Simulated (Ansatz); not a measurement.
```
CELL_PARAMETERS angstrom
3.32833 0.00000 0.00000
-1.66416 2.88242 0.00000
0.00000 0.00000 23.87699
ATOMIC_POSITIONS crystal
S 0.66667 0.33333 0.31411
Ta 0.00000 0.00000 0.37882
S 0.33333 0.66667 0.44353
S 0.66667 0.33333 0.55647
Ta 0.00000 0.00000 0.62118
S 0.33333 0.66667 0.68589
```

Theory: Ansatz 0.2.0, DFT PBE+D3(BJ), scalar-relativistic, plane waves, PAW.

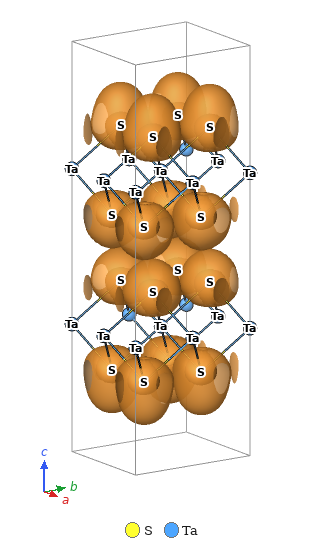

TaS2 (slab). Isosurface of the ELF at 0.75 (orange), seen slightly off an axis. Only the valence region is drawn (cores and ρ < 0.01 e/Å³ removed). Sticks mark near contacts.

What do the ELF domains correspond to?

At this value the surface marks out four regions wrapped around S (the valence shell of each), counted in one cell of 6 atoms. Counts are for one cell; the picture repeats the cell along the surface. Along the contacts the grid gives the following. Ta–S (2.47 Å): the ELF peaks at about 0.85 in the valence shell of S, 0.8 Å from its nucleus, and is about 0.40 at the midpoint.

Metal or insulator at this level of theory?

It is metallic or semimetallic at this level of theory: no gap opens.
